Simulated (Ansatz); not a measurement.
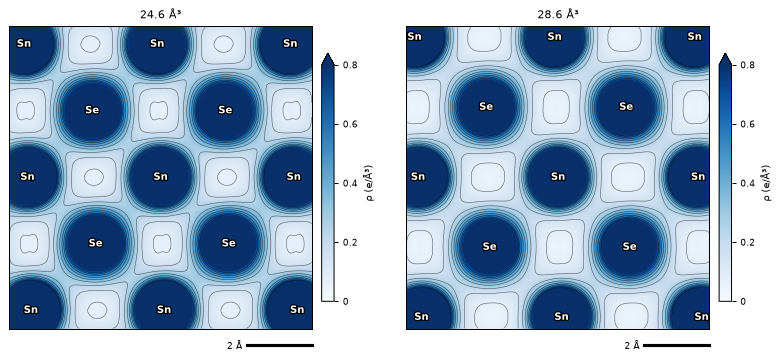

SnSe. The valence pseudo-density of cells scaled evenly to different volumes (given per atom above each panel), on the (011) plane of each (indices in the axes of the cell below), at one length scale and on one colour scale.

All numbers below come from Ansatz 0.2.0, DFT LDA, scalar-relativistic, plane waves, PAW.

The density is the valence pseudo-density of a PAW calculation; it isn't the true density close to the nuclei.

The largest cell:

```
CELL_PARAMETERS angstrom
0.00000 3.08525 3.01000
3.08525 0.00000 3.01000
3.08525 3.08525 0.00000
ATOMIC_POSITIONS crystal
Sn 0.00000 0.00000 0.00000
Se 0.50000 0.50000 0.50000
```

| volume (Å³/atom) | Sn–Se contact in the plane (Å) | ρ at its midpoint (e/Å³) | pressure (GPa) | gap on the mesh (eV) | 
| --- | --- | --- | --- | --- |
| 24.63 | 2.860 | 0.286 | 2.6 | 0.68 | 
| 26.59 | 2.935 | ? | ? | ? | 
| 28.65 | 3.010 | 0.225 | −5.3 | 0.43 | 

Question: What values belong in the row with question marks?

Answer: Over the known rows ln ρ falls by 1.60 per Å of Sn–Se distance (the line through the two), which gives 0.254 e/Å³ at 2.935 Å; the calculation gives 0.253 e/Å³. For the pressure, a straight line in volume between the neighbouring rows gives −1.3 GPa; the calculation gives −2.1, lower because pressure rises ever faster on compression. For the gap on the mesh, a straight line in volume between the neighbouring rows gives 0.56 eV; the calculation gives 0.72.
